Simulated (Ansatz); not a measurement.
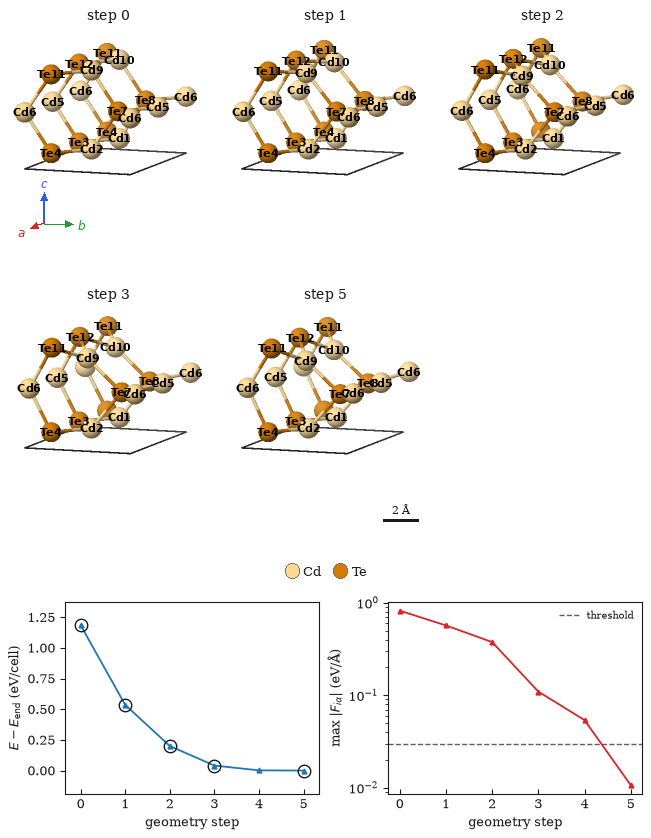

Frames of a constrained relaxation of a slab of composition CdTe (cut from the F-43m phase), marked on the history of the run. A ball-and-stick model of the cell of the calculation, outlined in the plane, without the vacuum, seen slightly off an axis.

Case: clean slab, lower planes held. The slab is the (1 1 0) face of CdTe. 4 atoms are held fixed.

The calculation used DFT PBE+D3(BJ), scalar-relativistic, plane waves, PAW in Ansatz 0.2.0.

Input
```yaml
crystal:
  lattice:
    - [9.2158675158, 0.0, 0.0]
    - [0.0, 6.516602415, 0.0]
    - [0.0, 0.0, 20.6079337579]
  atoms:
    - { symbol: Cd, position: [0.25, 0.5, 0.3882000056] }
    - { symbol: Cd, position: [0.75, 0.5, 0.3882000056] }
    - { symbol: Te, position: [0.5, 0.25, 0.3882000056] }
    - { symbol: Te, position: [0.0, 0.25, 0.3882000056] }
    - { symbol: Cd, position: [0.5, 0.0, 0.5] }
    - { symbol: Cd, position: [0.0, 0.0, 0.5] }
    - { symbol: Te, position: [0.75, 0.75, 0.5] }
    - { symbol: Te, position: [0.25, 0.75, 0.5] }
    - { symbol: Cd, position: [0.75, 0.5, 0.6117999944] }
    - { symbol: Cd, position: [0.25, 0.5, 0.6117999944] }
    - { symbol: Te, position: [0.0, 0.25, 0.6117999944] }
    - { symbol: Te, position: [0.5, 0.25, 0.6117999944] }
basis:
  ecutwfc: 420
kpoints:
  mp_grid: { grid: [2, 3, 1] }
hamiltonian:
  xc: pbe
  dispersion: d3bj
scf:
  occupations: { method: gaussian, width: 0.05 }
output:
  forces: true
  eigenvalues: true
  write_density: true
  write_potential: true
  elf: true
  volumetric_format: npy
relax:
  adjacent_minimum: "off"
  f_tol: 0.03
  max_steps: 70
  constraints: [{ sites: [0, 1, 2, 3] }]
efield:
  axis: 3
  dipole_correction: true
  ramp_width: 0.04
```

Command:
```bash
ansatz run input.yaml --threads 4 --pin off --max-ram 10240MiB --backend cpu --events-out ev --progress --plain --runs-dir out
```

Q: What happens along the run?

A: The largest moves, 0.68 Å, are those of Cd9 and Cd10. Cd9 goes at 12° to the normal (−c side). By element the largest moves are Cd 0.68 Å, Te 0.39 Å. The lattice vectors keep their values. Among the contacts that change: Cd5–Te7 2.822 → 2.877 Å, Cd1–Te8 2.822 → 2.865 Å, Cd5–Te12 2.822 → 2.795 Å, Cd10–Te11 2.822 → 2.801 Å. Among the angles between lasting bonds that change: Cd5–Te12–Cd9 109.5° → 87.0°, Cd1–Te8–Cd10 109.5° → 88.2°, Te8–Cd10–Te11 109.5° → 124.6°. Over 5 geometry steps the energy falls by 1.185 eV per cell of the calculation. Largest force component: 0.82 eV/Å at the start, 0.011 eV/Å at the end. Cost: 41 s on 4 threads of AMD EPYC 9R45 96-Core Processor (Zen 5), with other jobs on the host, peak memory 2.6 GiB. From step 0 to 1: Cd atoms move most (0.19 Å), energy −0.649 eV per cell of the calculation. From step 1 to 2: Cd atoms move most (0.20 Å), energy −0.335 eV per cell of the calculation. From step 2 to 3: Cd atoms move most (0.20 Å), energy −0.159 eV per cell of the calculation. From step 3 to 5: Cd and Te atoms move most (0.18 Å), energy −40.8 meV per cell of the calculation.
